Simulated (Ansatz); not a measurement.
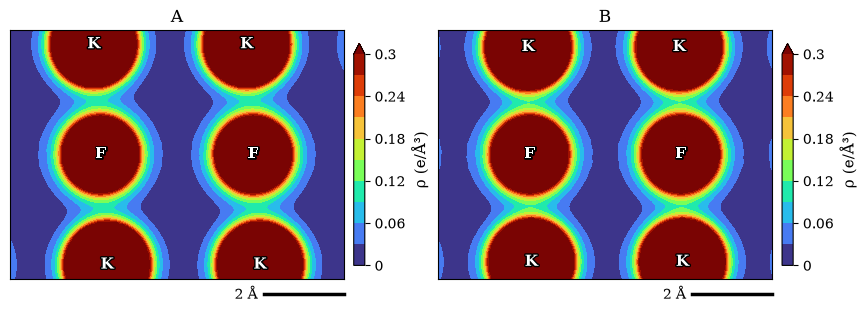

KF. The valence charge density (pseudo) of two cells that differ in size and shape, on the (101̄) plane of each (indices in the axes of the calculation cell), at one length scale and on one colour scale; one has 19.3 and the other 20.9 Å³ an atom.

Theory: DFT PBE, scalar-relativistic, plane waves, PAW in Ansatz.

The density is the valence pseudo-density of a PAW calculation; it isn't the true density close to the nuclei.

### Which panel shows the smaller cell, and what does the compression change?

Panel B is the smaller cell, by 8 % in volume. From the larger cell to the smaller, K–F goes from 2.76 to 2.68 Å, and the density at its midpoint from 0.1 to 0.12 e/Å³; the pressure goes from −1.3 to 1.0 GPa; the Kohn–Sham gap goes from 5.7 eV to 6.1 eV.
